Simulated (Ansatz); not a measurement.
## AgCl: geometry relaxation

The run: geometry relaxation of AgCl (2 atoms in the cell). Method and program: DFT PBE, scalar-relativistic, plane waves, PAW, no spin polarisation (Ansatz 0.2.0).

The structure was made by a generator, so it may or may not be a known phase.

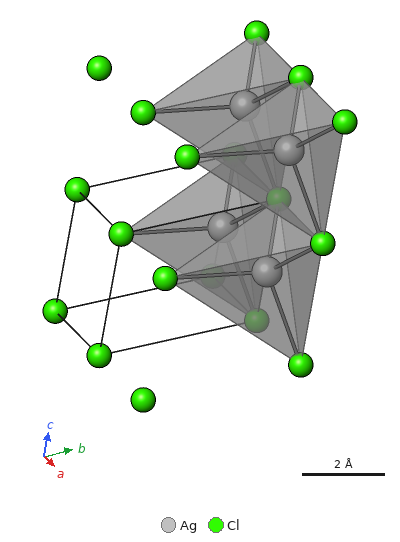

Figure 1. The structure as given in the input (polyhedral view of the reduced cell, repeated 2 × 1 × 2, seen slightly off an axis; polyhedra are completed across the faces of the cell).

## Input file
```yaml
crystal:
  lattice:
    - [2.1183571712, 1.2230340831, 3.4707189109]
    - [-2.1183571712, 1.2230340831, 3.4707189109]
    - [0.0, -2.4460681661, 3.4707189109]
  atoms:
    - { symbol: Ag, position: [0.2489586102, 0.2489586102, 0.2489586102] }
    - { symbol: Cl, position: [-0.0002019902, -0.0002019902, -0.0002019902] }
basis:
  ecutwfc: 420
kpoints:
  mp_grid: { grid: [12, 12, 12] }
hamiltonian:
  xc: pbe
scf:
  occupations: { method: gaussian, width: 0.02 }
output:
  forces: true
  stress: true
  eigenvalues: true
relax:
  adjacent_minimum: "off"
  f_tol: 0.01
  max_steps: 30
  cell: { stress_tol: 0.1, fix: [volume] }
```

Machine: 1 thread of Arm Neoverse V1, 24 GiB of memory available, shared host.

Launch command:
```bash
ansatz run input.yaml --threads 1 --pin off --max-ram 2048MiB --backend cpu --events-out ev --progress --plain --runs-dir out
```

## Output
```
Engine: ansatz 0.2.0, aarch64-unknown-linux-gnu
Pseudopotentials: kind: paw
Pseudopotential: Ag, paw, valence charge 19, recommended cutoff 420 eV (normal), Ag.paw.azcp
Pseudopotential: Cl, paw, valence charge 7, recommended cutoff 420 eV (normal), Cl.paw.azcp
Functional definition: PBE
  parameter kappa = 0.804
  parameter beta = 0.06672455060314922
  exchange = pbe_x(kappa = kappa, mu = beta*pi^2/3)
  correlation = pbe_c(beta = beta)
Crystal: 2 atoms, lattice volume = 53.952 Å³
Basis set: ecut = 420 eV, 1067 PW (Γ), exchange–correlation on 60×60×60 points (8 copies of the dense FFT grid, shifted against one another)
Bands: 17, of which v1, the nominal top of the filled ones, is band 13 counted from 1 (12 counted from 0)
Symmetry: 6 space group operations
Space group: R3m (ITA 160), of the structure as read, at distance tolerance 3.8e-5 Å
k-points: 189 of 1728 (time reversal used)
Non-local potential: Ag, projectors of the file, l = 0: 3, l = 1: 2, l = 2: 2, l = 3: 1
Non-local potential: Cl, projectors of the file, l = 0: 2, l = 1: 2, l = 2: 2
PAW form: soft (Blöchl's): semilocal exchange-correlation on the pseudo side does not see the compensation charge
PAW one-centre angular grid: Ag, 590 points (default); XC on 64 Gauss nodes
PAW one-centre angular grid: Cl, 110 points (default); XC on 64 Gauss nodes
Initial density: superposition of atomic densities (neutral atoms: chi_scale 0, normalization atom), corrected by the library's trained network
Initial wavefunctions: pseudopotential atomic-orbital guess
Functional: x = pbe(κ = 0.804, μ = 0.2195149727645171), c = pbe(β = 0.06672455060314922)
SCF iter   1: F=—  HF=-8670.942191 eV  |F-HF|=—  |Δ(HF+E_count)|=         —  Δρ=4.88e-4  dr2=1.51e-4  ethr=1.77e-3  ⟨swp⟩=5.0  Hψ=16061  notcnv=0
preconditioner: auto → none  [insulator: Δε(μ)=1.252 eV  Ē_g=10.646 eV  σ=0.020 eV  W_gap=1.00  n_scr=14 (ndim 8)  ℏωp=21.4 eV  f_vac=0.212  D(μ)=0.00/eV (n_scr^D=0)  ε∞_Penn≈5.1]
SCF iter   2: F=—  HF=-8670.943425 eV  |F-HF|=—  |Δ(HF+E_count)|=   1.23e-3  Δρ=3.89e-4  dr2=5.83e-5  ethr=5.81e-7  ⟨swp⟩=3.0  Hψ=9252  notcnv=0
SCF iter   3: F=—  HF=-8670.943486 eV  |F-HF|=—  |Δ(HF+E_count)|=   6.04e-5  Δρ=1.64e-4  dr2=1.19e-5  ethr=2.24e-7  ⟨swp⟩=2.0  Hψ=5148  notcnv=0
SCF iter   4: F=—  HF=-8670.943518 eV  |F-HF|=—  |Δ(HF+E_count)|=   3.24e-5  Δρ=5.11e-5  dr2=1.19e-6  ethr=4.59e-8  ⟨swp⟩=2.0  Hψ=5027  notcnv=0
iter 5 did not close the SCF: its close was put off for the readings that it lacked (scf_convergence_deferred on its scf_iter line)
SCF iter   5: F=-8670.943526 eV  HF=-8670.943525 eV  |F-HF|=1.32e-7  |Δ(HF+E_count)|=   7.15e-6  Δρ=1.03e-5  dr2=4.85e-8  ethr=4.56e-9  ⟨swp⟩=2.0  Hψ=4922  notcnv=0
SCF iter   6: F=-8670.943526 eV  HF=-8670.943526 eV  |F-HF|=6.02e-9  |Δ(HF+E_count)|=   1.71e-7  Δρ=4.53e-6  dr2=1.00e-8  ethr=1.86e-10  ⟨swp⟩=2.0  Hψ=11676  notcnv=0
SCF 1 converged in 6 iterations: F = -8670.943526 eV  dr2 = 1.00e-8
  greatest PAW one-centre occupation: 1.000 electrons in one spin orbital (limit 2), on the Ag atom at site 0 (counted from 0), in its partial waves of l = 0
relax step   1: F+E_penalty+E_count = -8670.94352560 eV  Δ(F+E_penalty+E_count) = +0.000e0 eV  max|allowed force component| = 1.698e-3 eV/Å  Δτ_max = 0.0000 Å  P = +0.977 GPa  Ω = 53.952 Å³  fix = [volume]  reactions: volume +0.977 GPa  (6 SCF iters, dr2 threshold 1.00e-7 eV, accepted)
Initial density: handed on by an earlier stage of this run
Initial wavefunctions: pseudopotential atomic-orbital guess (no wavefunctions were taken with the density)
iter 1 solved again at ethr=8.22e-8 eV; its pass at ethr=3.10e-3 eV (dr2=2.14e-5 eV) is discarded
SCF iter   1: F=—  HF=-8670.943533 eV  |F-HF|=—  |Δ(HF+E_count)|=         —  Δρ=4.47e-6  dr2=1.03e-8  ethr=8.22e-8  ⟨swp⟩=3.0  Hψ=24877  notcnv=0
preconditioner: auto → none  [insulator: Δε(μ)=1.253 eV  Ē_g=10.645 eV  σ=0.020 eV  W_gap=1.00  n_scr=14 (ndim 8)  ℏωp=21.4 eV  f_vac=0.213  D(μ)=0.00/eV (n_scr^D=0)  ε∞_Penn≈5.1]
SCF iter   2: F=—  HF=-8670.943526 eV  |F-HF|=—  |Δ(HF+E_count)|=   7.07e-6  Δρ=1.21e-6  dr2=5.69e-10  ethr=3.94e-11  ⟨swp⟩=2.6  Hψ=6041  notcnv=0
SCF iter   3: F=—  HF=-8670.943526 eV  |F-HF|=—  |Δ(HF+E_count)|=  2.27e-10  Δρ=5.96e-7  dr2=9.09e-11  ethr=1.00e-12  ⟨swp⟩=5.9  Hψ=14135  notcnv=0
SCF iter   4: F=-8670.943526 eV  HF=-8670.943526 eV  |F-HF|=0.00e0  |Δ(HF+E_count)|=  2.26e-10  Δρ=6.39e-8  dr2=2.29e-12  ethr=1.00e-12  ⟨swp⟩=4.0  Hψ=10568  notcnv=0
SCF 2 converged in 4 iterations: F = -8670.943526 eV  dr2 = 2.29e-12
relax step   2: F+E_penalty+E_count = -8670.94352560 eV  Δ(F+E_penalty+E_count) = -4.393e-9 eV  max|allowed force component| = 1.693e-3 eV/Å  Δτ_max = 0.0000 Å  P = +0.977 GPa  Ω = 53.952 Å³  fix = [volume]  reactions: volume +0.977 GPa  stress off target by 5.42e-3 GPa on what of the cell is left free  SCF on the basis re-selected at this cell (its energy is not comparable with the rows above)  (4 SCF iters)
```

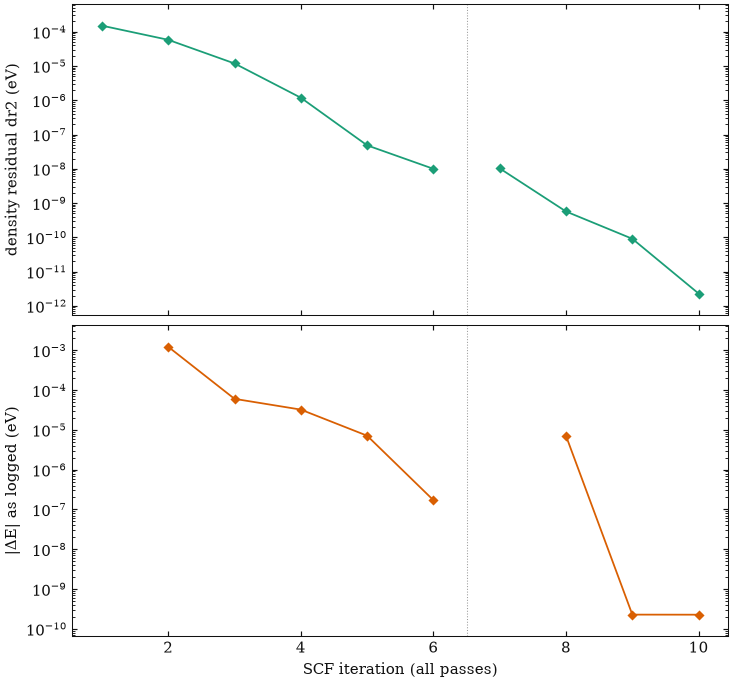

Figure 2. Convergence of the self-consistent field: density residual dr2 and size of the energy change against the SCF iteration. The dotted lines part the SCF passes of the relaxation: geometry steps, rejected trials and re-solves on a re-selected basis. The passes take 6 and 4 iterations.

```
basis re-selected at this cell: Δ(F+E_penalty+E_count) = -4.393e-9 eV, ΔP = +0.000 GPa vs the last step (what re-selecting the basis moved, of the pressure what is left beyond the Pulay correction that the steps carried, after the strain that the cell walked since its last selection, with what the two solves' SCF thresholds leave and, on support functions, any second-order correction that the steps lacked; it is no measure of the basis error at this ecutwfc). This SCF's stress stands 5.42e-3 GPa from its target on what of the cell is left free (relax.cell.stress_tol is 1.00e-1 GPa) and its largest allowed force component is 1.69e-3 eV/Å (relax.f_tol is 1.00e-2 eV/Å): within both
SCF converged after 4 iterations
Free energy (F): -8670.943526 eV
Harris-Foulkes:  -8670.943526 eV  (|F-HF|=0.00e0)
Internal energy: -8670.943526 eV  (E = F + TS)
E sigma→0 (E₀):  -8670.943526 eV
Fermi energy:    5.721756 eV
--- Per-component energies (eV) ---
  E_band       = -433.092537
  E_kinetic    = 689.138408
  E_local      = -3743.577510  (includes V_loc(G=0)·N_el)
  E_nonlocal   = 112.093191
  E_hartree    = 1638.298678
  E_xc         = -289.937437
  E_vxc        = -354.071092  (∫ρ·V_xc dr)
  E_paw        = -4564.541789  (= ΣΔE_a)
  E_vpaw       = -413.273354  (= ΣTr[D̂ρ^β])
  E_aug_tail   = 0.000396  (compensation charges beyond the density's cutoff)
  E_ewald      = -2512.417462
  E_smearing   = -0.000000  (= −TS)
  E_closure    = 0.000000  (closes the sum)
  Σ components = -8670.943526   (vs F -8670.943526, Δ=0.00e0)
--- Forces (eV/Å), atoms counted from 1 ---
  atom   1  Ag     0.00000000     0.00000000     0.00169347
  atom   2  Cl     0.00000000    -0.00000000    -0.00169249
  max |Σ_I F_I| component: 9.77e-7 eV/Å
--- Stress (GPa, compression-positive) ---
        0.979774      -0.000000      -0.000000
       -0.000000       0.979774      -0.000000
       -0.000000      -0.000000       0.971639
  P = ⅓ Tr σ = 0.9771 GPa (9.771 kbar)
--- Band table (eV; the first three rows and the last of 189) ---
  k-point 0: bands = ["-84.4754", "-48.0098", "-48.0095", "-48.0095", "-9.7420", "1.0141", "1.0318", "1.0318", "2.9768", "2.9768", "5.0867", "5.0867", "5.0951", "6.3484", "13.0942", "13.1344", "13.1344"]
  k-point 1: bands = ["-84.4754", "-48.0098", "-48.0096", "-48.0095", "-9.7302", "1.0083", "1.0314", "1.0451", "2.9744", "2.9746", "4.8838", "5.0541", "5.0603", "6.6026", "12.9008", "13.1666", "13.1991"]
  k-point 2: bands = ["-84.4754", "-48.0098", "-48.0097", "-48.0096", "-9.6979", "0.9646", "1.0677", "1.0809", "2.9712", "2.9722", "4.4683", "4.9628", "4.9654", "7.1515", "12.4265", "13.3278", "13.3520"]
  k-point 188: bands = ["-84.4753", "-48.0107", "-48.0097", "-48.0097", "-9.5644", "0.9502", "1.2281", "1.2281", "3.0405", "3.0405", "3.1252", "4.5131", "4.5131", "8.8438", "11.7670", "13.4931", "13.4931"]
--- Relaxed structure (1 steps of the walk, 1 accepted, 1 SCFs on fresh bases) ---
  F+E_penalty+E_count = -8670.94352560 eV   max|allowed force component| = 1.693e-3 eV/Å   (the final SCF, on the basis selected at the relaxed cell)
  cell:  # Å, volume = 53.9521 Å³
    - [2.1183571712299405, 1.223034083066047, 3.470718910894127]
    - [-2.1183571712299405, 1.223034083066047, 3.470718910894127]
    - [0.0, -2.4460681660820938, 3.4707189109117462]
  atoms:
    - { symbol: Ag, position: [0.2489586102, 0.2489586102, 0.24895861019999999] }
    - { symbol: Cl, position: [-0.00020199019999999997, -0.00020199019999999997, -0.00020199019999999997] }
```

## Trajectory as extended XYZ (Å, eV, eV/Å), 2 frames, from step=1 to step=2
```
2
Lattice="2.1184 1.2230 3.4707 -2.1184 1.2230 3.4707 0.0000 -2.4461 3.4707" Properties=species:S:1:pos:R:3:forces:R:3 step=1 energy=-8670.94353 pressure_GPa=0.98
Ag    0.0000    0.0000    2.5922    0.0000   0.0000   0.0017
Cl    0.0000    0.0000   -0.0021    0.0000   0.0000  -0.0017
2
Lattice="2.1184 1.2230 3.4707 -2.1184 1.2230 3.4707 0.0000 -2.4461 3.4707" Properties=species:S:1:pos:R:3:forces:R:3 step=2 energy=-8670.94353 pressure_GPa=0.98
Ag    0.0000    0.0000    2.5922    0.0000   0.0000   0.0017
Cl    0.0000    0.0000   -0.0021    0.0000   0.0000  -0.0017
```

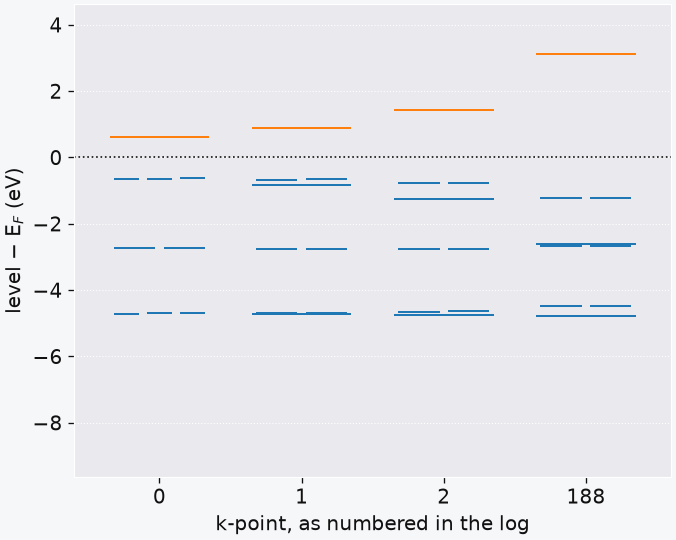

Figure 3. Kohn–Sham levels near the Fermi level (dotted) at the few k-points that the log prints; levels within 0.02 eV of each other stand side by side. Among these points the highest filled and lowest empty levels are 1.25 eV apart, which is the gap on the mesh.

## Summary

| quantity | value |
| --- | --- |
| outcome | converged |
| space group (tolerance 0.01 Å) | R3m (160) |
| electrons treated | 26 |
| free energy | −8670.9435 eV |
| Fermi energy | 5.722 eV |
| gap on the k-point mesh | 1.25 eV |
| pressure | 0.98 GPa |
| final volume | 53.95 Å³ |
| largest force (length of the vector) at the end | 0.002 eV/Å |
| final cell | a = 4.246 Å, b = 4.246 Å, c = 4.246 Å, α = 59.85°, β = 59.85°, γ = 59.85° |
| wall time | 39 s |
| peak memory | 0.47 GiB |
